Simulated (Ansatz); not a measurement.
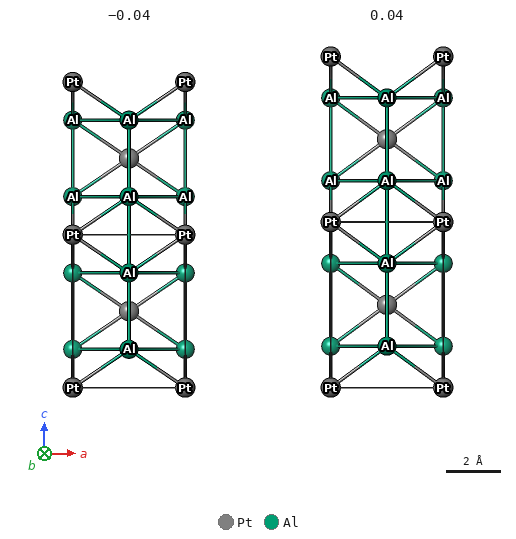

A crystal of Al2Pt (set up in I4/mmm), held at several strains, with the atoms relaxed (per unit of the tabulated number the cell is strained by 1.0 along c). The picture shows the first and the last member. The picture is a ball-and-stick view of the conventional cell (2 times the calculation's cell), repeated 1 × 1 × 2 with one cell outlined, seen along the b axis. Lengths and directions refer to the drawn axes.

Computed with Ansatz 0.2.0: PBE, Ansatz PAW. Settings: plane-wave cutoff 420 eV; k-point mesh 7 × 7 × 7; occupations fermi-dirac; smearing width 0.05 eV; no spin polarisation; atoms relaxed in a fixed cell; force threshold 0.01 eV/Å.

| strain | energy (meV/atom) |
| --- | --- |
| −0.04 | 26.23 |
| −0.02 | 9.11 |
| −0.01 | ? |
| 0 | 0.00 |
| 0.01 | −1.78 |
| 0.02 | −1.77 |
| 0.04 | 3.48 |

**Estimate the missing row from the others, and compare with the calculation.**

A parabola through three neighbouring rows (−0.02, 0, 0.01) gives, with Lagrange weights, (0.3333)(9.11) + (1.0000)(0.00) + (−0.3333)(−1.78) = 3.63 meV/atom. The calculation gives 3.62 meV/atom. The estimate is 0.01 meV/atom too high. The lowest tabulated energy lies at 0.01, so the unstrained cell isn't a minimum along this strain at this level. From the first member to the last: Al–Al 2.837 → 3.073 Å, Al–Pt 2.525 → 2.594 Å.

The whole series:

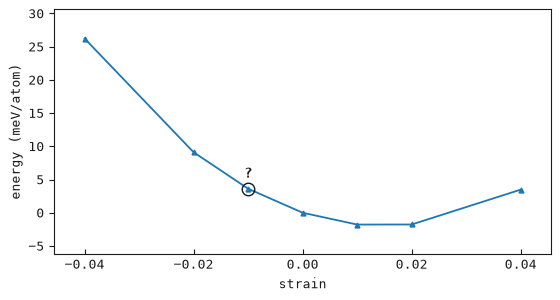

Each member starts from this one structure; whether another phase lies lower wasn't checked.
